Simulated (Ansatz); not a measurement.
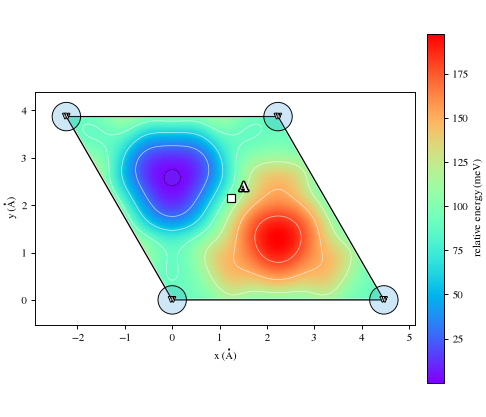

Si on a W(111) slab cut from the Im-3m phase, its upper half relaxed before the scan (6 atoms of substrate and one adsorbate in a 1 × 1 cell). Si is moved over the surface cell at a fixed height above a rigid substrate; the origin of the map has the adsorbate above W6; the height is held at 3.40 Å. Places are given modulo a cell vector. The map is drawn in real space over the plane of the surface. The scan uses a 9 × 9 grid; 19 points were computed and 62 follow by symmetry. All energies are given in meV relative to the lowest grid point. The runs have no spin polarisation, so an open-shell adsorbate far from the surface lies too high. With one adsorbate in each 1 × 1 cell, its nearest image is 4.5 Å away, so neighbouring adsorbates interact. At a fixed height the lowest place need not be the adsorption site. Computed with Ansatz, DFT PBE+D3(BJ), scalar-relativistic, plane waves, PAW. Settings: cutoff 420 eV, k-mesh 6×6×1, gaussian smearing 0.1 eV, no spin polarisation.

In the figure: a smooth colour map with a few white contour lines, labelled circles for the atoms of the top layer and small ones for the second layer, the outline of one cell of the plane, the point A. Between grid points the surface is interpolated.

### Which way does the force act at A, and how strong is it?

A, at (5/9, 5/9) of the cell vectors, is not a stationary point. The computed force is 0.12 eV/Å in the plane, pointing up and left in the picture (components −0.10 and 0.06 eV/Å).

PAW datasets: the set soft_1.
